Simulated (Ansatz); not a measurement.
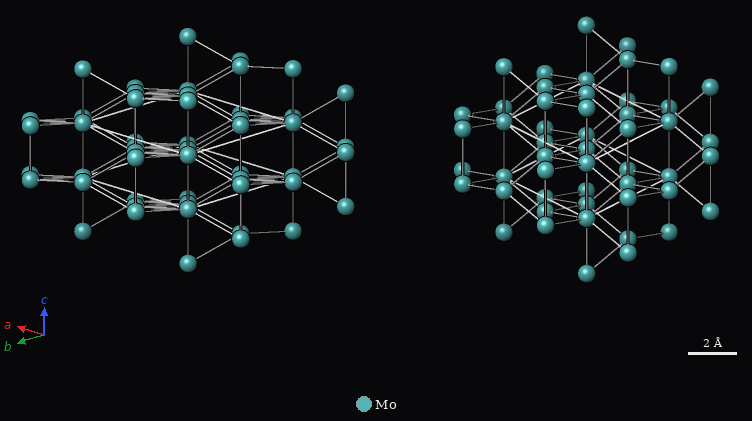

Two geometries of a crystal of Mo (a generated structure, set up in I4_1/amd), drawn at one scale. One is the start of a relaxation, the other its converged end. The picture is a ball-and-stick view of the conventional cell (2 times the calculation's cell), seen from a free direction. Lengths and directions refer to the drawn axes.

Method: DFT, r2SCAN, plane waves (500 eV) with PAW, scalar-relativistic in Ansatz. (plane-wave cutoff 500 eV; k-point mesh 13 × 13 × 9; occupations fermi dirac; smearing width 0.1 eV; no spin polarisation; cell and atoms relaxed; force threshold 0.01 eV/Å; at most 60 steps)

**Which of the two is the end point?**

The left one is the relaxed one. Phase: beta-Sn type. After 12 accepted moves (14 points after the start) the energy has fallen by 1.290 eV per cell of the calculation. Largest force component: 0.0067 eV/Å at the start, under 0.0001 eV/Å at the end. Pressure: 4.28 GPa at the start and 0.00 GPa at the end. At 2 points the geometry stayed and the basis and grid were re-selected for the new cell (energy shift of 5.7 meV per cell of the calculation at most each time). No atom moves by more than 0.005 Å relative to the cell. The volume changes by −2.8 %, with a = b 4.931 → 5.203 Å (+5.5 %), c 2.692 → 2.640 Å (−1.9 %), γ 90.0° → 62.9°. Among the contacts that change: Mo–Mo 3.738 → 3.020 Å, Mo–Mo 2.556 → 2.684 Å, Mo–Mo 2.692 → 2.640 Å. Bond angles that change, for instance: Mo–Mo–Mo 94.0° → 68.5°, Mo–Mo–Mo 94.0° → 119.2°, Mo–Mo–Mo 149.5° → 151.5°. The space group (tolerance 0.01 Å) goes from I4_1/amd (No. 141) to Fddd (No. 70). Cost: 9.4 min on 1 thread of Intel(R) Xeon(R) Platinum 8259CL CPU @ 2.50GHz (Skylake/Cascade Lake) (shared host), peak memory 0.85 GiB.
